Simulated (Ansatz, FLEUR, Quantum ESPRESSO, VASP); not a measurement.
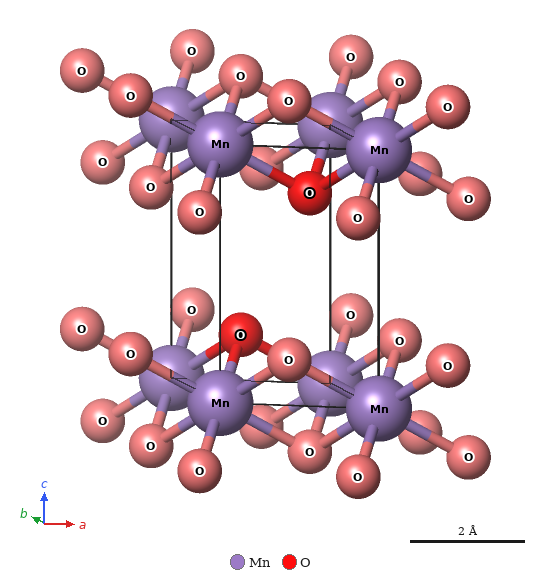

MnO2, cadmium iodide (CdI₂, 1T) type, space group P-3m1 (No. 164), a = 2.857 Å, b = 2.857 Å, c = 4.601 Å, α = 90.00°, β = 90.00°, γ = 120.00° (10.84 Å³/atom). Ball-and-stick representation of a periodic structure, projected slightly off an axis. The conventional unit cell is outlined; an atom on or near a face, edge or corner is repeated at each equivalent position. The first bonded neighbours in the surrounding cells are also shown, in fainter colours. The cell is a structure listed in the Materials Project. Other forms of this composition are known.

The cell was scaled uniformly, at fixed shape and fractional positions, in four programs or potential sets. Alike in all runs: functional PBE; k mesh 11 × 11 × 6 on the run's cell of 3 atoms; occupations fermi-dirac, width 0.05 eV; no spin-orbit coupling.

Energies from Quantum ESPRESSO (SSSP 1.3 efficiency):

```tsv
volume (Å³/atom)	E − E(lowest point) (meV/atom)
10.189	53.34
10.405	30.19
10.622	14.05
10.839	4.23
11.056	0.00
11.273	0.84
11.489	6.25
```

Question: What equilibrium volume and bulk modulus do these points give?

Answer: V0 = 11.13 Å³/atom, B0 = 185 GPa and B0′ = 4.5. V0 lies 2.6 % above the volume of the cell as given.

The same fit in all programs:

| program | V0 (Å³/atom) | B0 (GPa) | B0′ |
| --- | --- | --- | --- |
| Quantum ESPRESSO (SSSP 1.3 efficiency) | 11.13 | 185 | 4.5 |
| VASP (PBE potentials, release 64 Mn_pv, O) | 11.18 | 184 | 4.6 |
| FLEUR (all-electron) | 11.11 | 187 | 4.5 |
| Ansatz LAPW (all-electron) | ? | ? | ? |

Question: Estimate the row of Ansatz LAPW (all-electron).

Answer: V0 = 11.10 Å³/atom, B0 = 187 GPa and B0′ = 4.6. The other rows span 11.11 to 11.18 Å³/atom and 184 to 187 GPa.

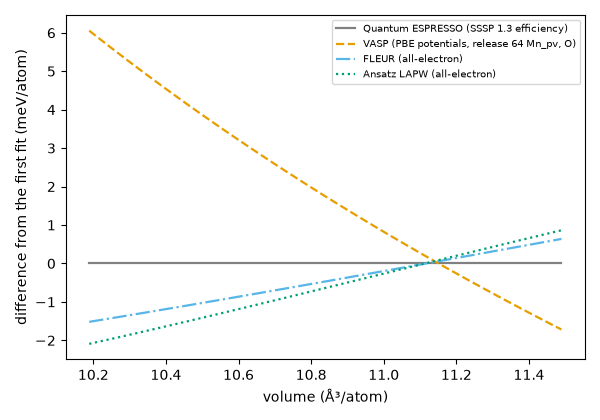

Each fitted curve, counted from its own minimum, less that of Quantum ESPRESSO (SSSP 1.3 efficiency). With one functional throughout, the spread comes from potentials, basis sets and numerical settings; B0′ is uncertain by a few tenths over so narrow a range. Each run keeps the magnetic state that it reached from a ferromagnetic start.

Caveat: the cell was scaled at fixed shape and fractional positions, which overstates the stiffness of a crystal with free parameters, most of all of layers and chains; a cell with one magnetic atom can't hold antiferromagnetic order, which such compounds often take.
